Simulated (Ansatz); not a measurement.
**Ti: 5 runs along one coordinate**

System: Ti (P6₃/mmc, 2 atoms in the cell).
Method: DFT PBE, scalar-relativistic, plane waves, PAW, no spin polarisation (Ansatz 0.2.0).

The 5 runs differ only in the geometry, by a strain of the cell at fixed fractional positions. Against run 3, the strain is εzz = η. The structure derives from an entry of the Crystallography Open Database.

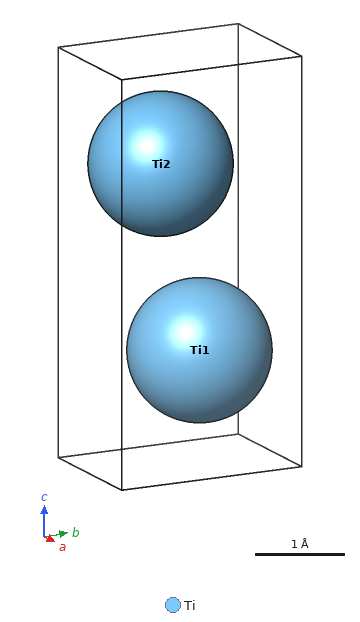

Figure 1. The structure of run 3 (spheres-only view of the cell of the calculation, seen slightly off an axis; atoms are numbered from 1 in the order of the input).

## Input of run 3
```yaml
crystal:
  lattice:
    - [2.8614979246, 0.0, 0.0]
    - [-1.4307489623, 2.4781298956, 0.0]
    - [0.0, 0.0, 4.686]
  atoms:
    - { symbol: Ti, position: [0.3333333333, 0.6666666667, 0.25] }
    - { symbol: Ti, position: [0.6666666667, 0.3333333333, 0.75] }
basis:
  ecutwfc: 420
kpoints:
  mp_grid: { grid: [18, 18, 10] }
hamiltonian:
  xc: pbe
scf:
  occupations: { method: gaussian, width: 0.15 }
output:
  forces: true
  stress: true
  eigenvalues: true
```

Run 2 differs from it as follows:
```diff
-    - [0.0, 0.0, 4.686]
+    - [0.0, 0.0, 4.61571]
```

## Results, with one run withheld

| run | strain parameter η (%) | free energy per atom, from the lowest run given (meV) | pressure (GPa) |
| --- | --- | --- | --- |
| 1 | −3.0000 | 21.31 | 9.77 |
| 2 | −1.5000 | ? | ? |
| 3 | 0.0000 | 2.19 | 5.53 |
| 4 | 1.5000 | 0.00 | 3.65 |
| 5 | 3.0000 | 2.20 | 1.89 |

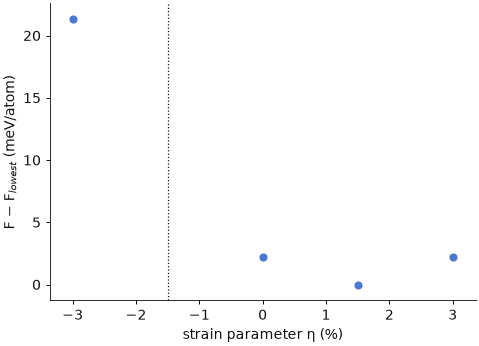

Figure 2. Free energy per atom of the runs given; the dotted line marks run 2.

What should run 2 give?

A quadratic polynomial in the coordinate, fitted to the 4 runs given, misses them by at most 0.11 meV per atom. With x = η − 0.3750, it reads F = 1.2332 − 2.3843 x + 1.0548 x² (meV per atom). At run 2 it gives 9.41 meV per atom, and the run itself gives 9.13. The fit has its minimum at η = 1.5052 %.

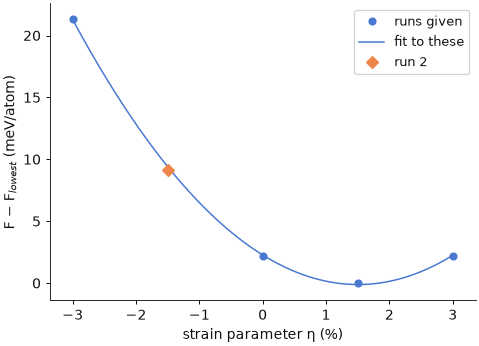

Figure 3. The fit and the withheld run.

## Output, shortened to warnings, some set-up lines, iterations and results (run 2)
```
Basis set: ecut = 420 eV, 627 PW (Γ), exchange–correlation on 40×40×64 points (8 copies of the dense FFT grid, shifted against one another)
Symmetry: 24 space group operations
k-points: 222 of 3240
Initial density: superposition of atomic densities (neutral atoms: chi_scale 0, normalization atom), corrected by the library's trained network
[...]
SCF iter   1: F=—  HF=-4999.296264 eV  |F-HF|=—  |Δ(HF+E_count)|=         —  Δρ=4.78e-3  dr2=3.13e-3  ethr=1.77e-3  ⟨swp⟩=3.3  Hψ=13665  notcnv=0
SCF iter   2: F=—  HF=-4999.295648 eV  |F-HF|=—  |Δ(HF+E_count)|=   6.16e-4  Δρ=2.51e-3  dr2=9.11e-4  ethr=1.30e-5  ⟨swp⟩=1.0  Hψ=5328  notcnv=0
SCF iter   3: F=—  HF=-4999.295844 eV  |F-HF|=—  |Δ(HF+E_count)|=   1.96e-4  Δρ=2.89e-4  dr2=1.07e-5  ethr=3.80e-6  ⟨swp⟩=2.3  Hψ=4865  notcnv=0
SCF iter   4: F=—  HF=-4999.295843 eV  |F-HF|=—  |Δ(HF+E_count)|=   1.54e-6  Δρ=7.00e-5  dr2=1.35e-6  ethr=4.45e-8  ⟨swp⟩=2.3  Hψ=5960  notcnv=0
SCF iter   5: F=-4999.295842 eV  HF=-4999.295842 eV  |F-HF|=9.18e-10  |Δ(HF+E_count)|=   4.44e-7  Δρ=9.26e-6  dr2=1.70e-8  ethr=5.62e-9  ⟨swp⟩=2.1  Hψ=5664  notcnv=0
SCF iter   6: F=-4999.295842 eV  HF=-4999.295842 eV  |F-HF|=2.64e-11  |Δ(HF+E_count)|=   3.58e-9  Δρ=6.31e-7  dr2=6.77e-11  ethr=7.08e-11  ⟨swp⟩=1.7  Hψ=10913  notcnv=0
SCF 1 converged in 6 iterations: F = -4999.295842 eV  dr2 = 6.77e-11
SCF converged after 6 iterations
Free energy (F): -4999.295842 eV
Harris-Foulkes:  -4999.295842 eV  (|F-HF|=2.64e-11)
Internal energy: -4999.273736 eV  (E = F + TS)
E sigma→0 (E₀):  -4999.284789 eV
Entropy (-TS):   -0.022106 eV (-11.053 meV/atom)
Fermi energy:    14.338615 eV
--- Per-component energies (eV) ---
  E_band       = -290.298175
  E_kinetic    = 548.056328
  E_local      = -1559.733614  (includes V_loc(G=0)·N_el)
  E_nonlocal   = 16.359077
  E_hartree    = 646.439627
  E_xc         = -195.993772
  E_vxc        = -245.312627  (∫ρ·V_xc dr)
  E_paw        = -2095.644708  (= ΣΔE_a)
  E_vpaw       = -342.547119  (= ΣTr[D̂ρ^β])
  E_aug_tail   = 0.000222  (compensation charges beyond the density's cutoff)
  E_ewald      = -2358.756895
  E_smearing   = -0.022106  (= −TS)
  E_closure    = 0.000000  (closes the sum)
  Σ components = -4999.295842   (vs F -4999.295842, Δ=0.00e0)
--- Forces (eV/Å), atoms counted from 1 ---
  atom   1  Ti     0.00000000    -0.00000000     0.00000000
  atom   2  Ti     0.00000000     0.00000000     0.00000000
  max |Σ_I F_I| component: 3.70e-17 eV/Å
--- Stress (GPa, compression-positive) ---
        8.307540       0.000000       0.000000
       -0.000000       8.307540       0.000000
        0.000000       0.000000       6.092346
  P = ⅓ Tr σ = 7.5691 GPa (75.691 kbar)
```
